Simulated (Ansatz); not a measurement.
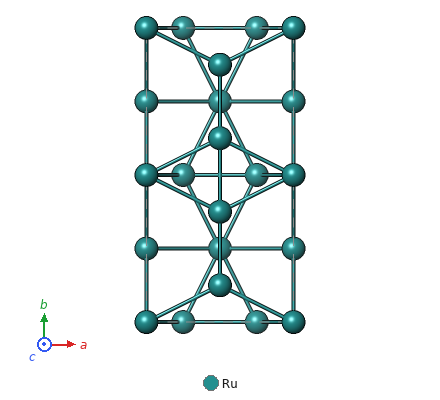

Ru (Pm-3n, No. 223): the end point of a relaxation with Ansatz 0.2.0, DFT, PBE, plane waves (420 eV) with PAW, scalar-relativistic; the starting structure was generated, so it need not be a known form of this composition.

```yaml
crystal:
  lattice:
    - [4.84622, 0.00000, 0.00000]
    - [0.00000, 4.84622, 0.00000]
    - [0.00000, 0.00000, 4.84622]
  atoms:
    - { symbol: Ru, position: [0.00000, 0.00000, 0.00000] }
    - { symbol: Ru, position: [0.50000, 0.50000, 0.50000] }
    - { symbol: Ru, position: [0.25000, 0.00000, 0.50000] }
    - { symbol: Ru, position: [0.75000, 0.00000, 0.50000] }
    - { symbol: Ru, position: [0.50000, 0.25000, 0.00000] }
    - { symbol: Ru, position: [0.50000, 0.75000, 0.00000] }
    - { symbol: Ru, position: [0.00000, 0.50000, 0.25000] }
    - { symbol: Ru, position: [0.00000, 0.50000, 0.75000] }
```

Q: What will a HAADF-like image along [001] show? Simulation: incoherent imaging, intensity Z^1.7 per atom, probe width 0.79 Å, thin sample. The display is stretched by a gamma of 0.65; percentages refer to the linear signal. Shot noise and a slight drift were added.

A: The columns repeat on a square net with a repeat of 4.85 Å (plane group p4mm). The brightest columns hold 2 Ru per repeat; in falling brightness follow 1 Ru (about 50 %). Brightness is counted from the darkest point of the image. The shortest distance between visible columns is 1.21 Å in projection (between Ru columns). Along the beam the structure repeats every 4.85 Å.

```tsv
column	atoms along the beam per repeat	peak brightness
Ru	2 Ru	100 %
Ru	1 Ru	50 %
```

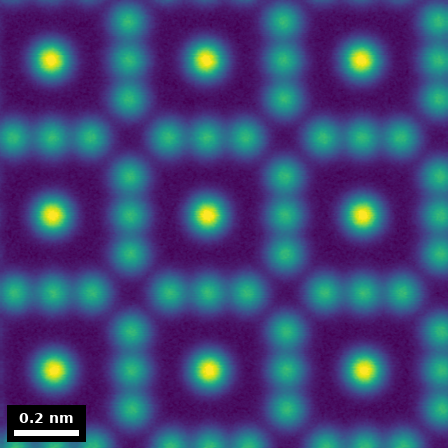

The simulated image.
